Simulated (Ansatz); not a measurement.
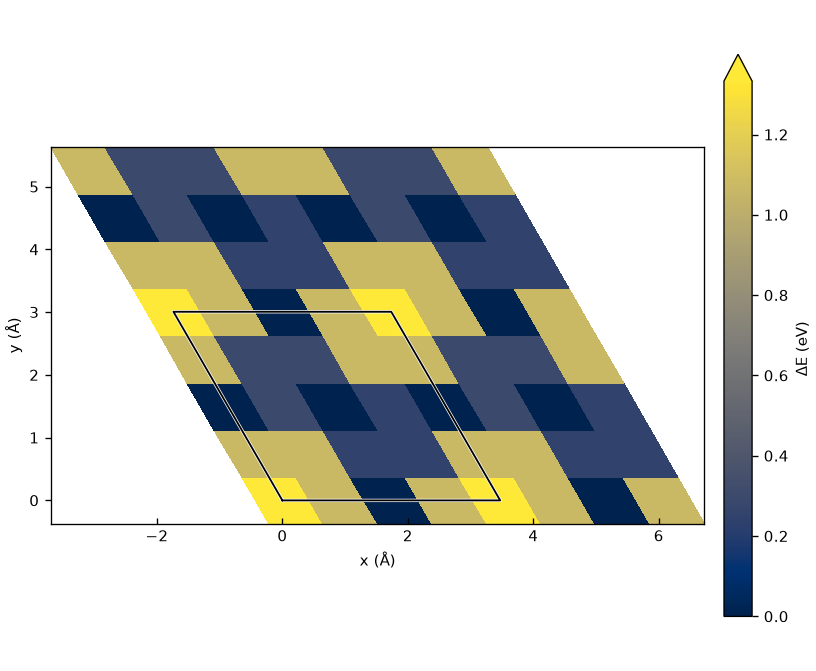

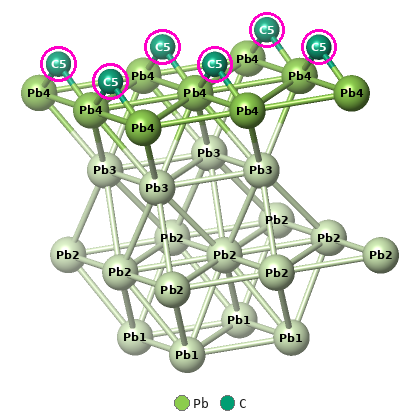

Energy landscape of C on a Pb(001) slab cut from the P6_3/mmc phase (4 atoms of substrate and one adsorbate in a 1 × 1 cell). 
- One C atom a 1 × 1 cell is placed over a mesh of places on the rigid (0 0 1) surface, and only its height is relaxed.
- Places are given modulo a cell vector. The map is drawn in real space over the plane of the surface.
- The scan uses a 4 × 4 grid.
- Energies: eV, counted from the lowest grid point.
- This mesh misses the points at thirds of the hexagonal cell. With one adsorbate in each 1 × 1 cell, its nearest image is 3.5 Å away, so neighbouring adsorbates interact.
- Theory: Ansatz, DFT PBEsol, scalar-relativistic, plane waves, PAW.

Drawn: one coloured cell a grid point, the outline of one cell of the 2 × 2 shown, one colour for all values above the top of the scale. The second picture is the structure at the lowest point; rings mark the moved atoms.

What does the map say about the system?

The lowest grid point is at a bridge site between two Pb atoms, (0/4, 2/4) of the cell vectors. The same energy is found at a bridge site between two Pb atoms, (2/4, 0/4) of the cell vectors; a bridge site between two Pb atoms, (2/4, 2/4) of the cell vectors. The highest grid point, the top site over a surface Pb atom, (0/4, 0/4) of the cell vectors, lies 1.33 eV above the lowest. At the lowest point the adsorbate has 2 Pb at 2.17 Å as nearest neighbours, at the highest 1 Pb at 2.24 Å. Its relaxed height above the top atom is 1.31 Å at the lowest and 2.24 Å at the highest point.
